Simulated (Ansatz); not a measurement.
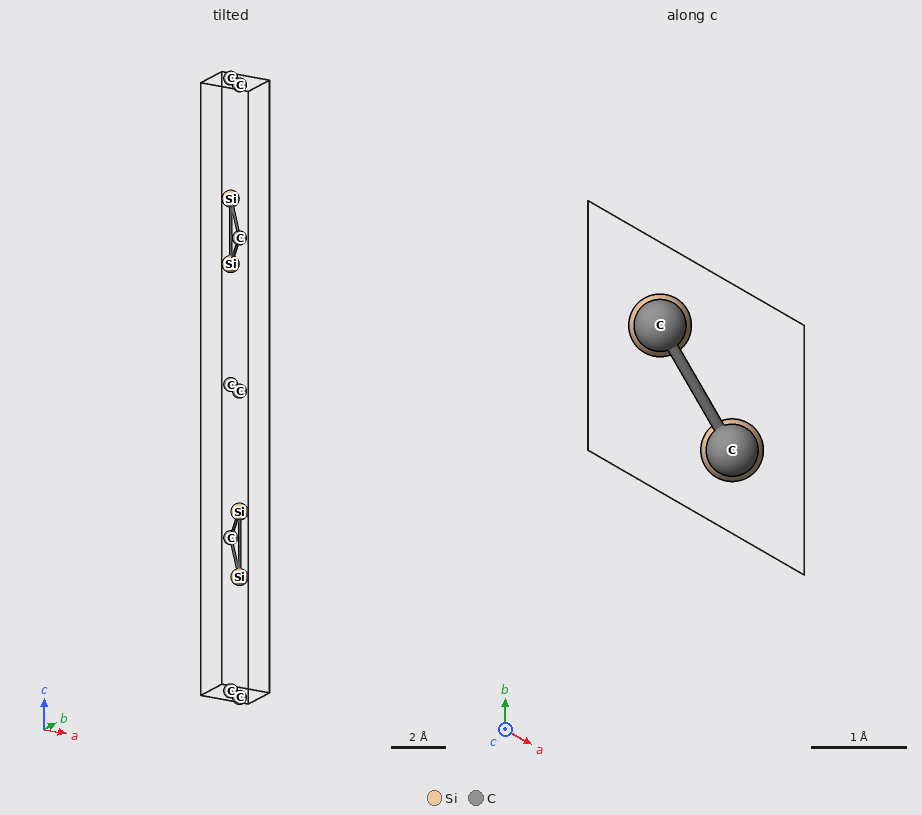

The figure gives a ball-and-stick picture of the atoms, viewed slightly off an axis and along the c axis. The wireframe shows the conventional unit cell. Cell: a = 2.63 Å, b = 2.63 Å, c = 23.18 Å, α = 90.00°, β = 90.00°, γ = 120.00°.

The cell started as a structure type filled with these elements by a generator (whether the compound takes this form wasn't checked). Earlier steps of the study, as a rule a relaxation of our own, may have changed the cell and positions, so they can lie some per cent off the listed ones. An electronic-structure calculation with Ansatz was run on it.

### Describe the crystal.

It has the composition Si₂C₃. The structure has P6_3/mmc (No. 194) symmetry and a primitive hexagonal lattice. One cell contains 4 Si, 6 C, 10 atoms in all. Taking every contact within bonding distance, one finds Si 4 and C 3 to 6 (mean 4.0).

The calculation used DFT PBE, scalar-relativistic, plane waves, PAW in Ansatz 0.2.0, with a cutoff energy of 420 eV, k-mesh 18×18×2, Gaussian smearing of 0.1 eV, no spin polarisation.

### What is the band gap, if any?

A metal: bands cross the Fermi level.

### What net charge does each kind of atom have (Bader)?

Si +1.47 e; C -2.93 to 0.00 e.

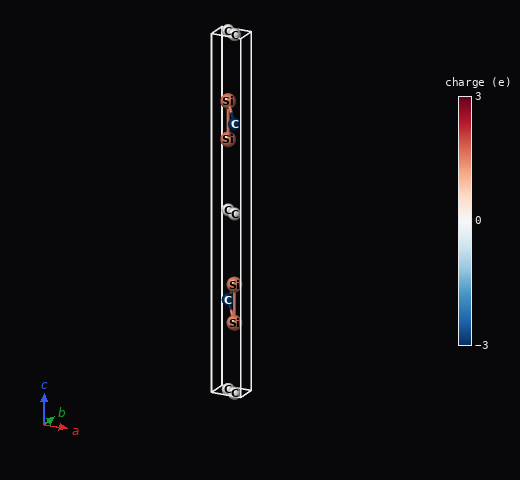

The atoms coloured by those charges. The run's cell of 10 atoms is drawn, so axes and origin can differ from the first picture.

### Does the calculation find this structure at rest?

Yes. All forces vanish to within 0.01 eV/Å. The pressure is 0.0 GPa, close to zero.
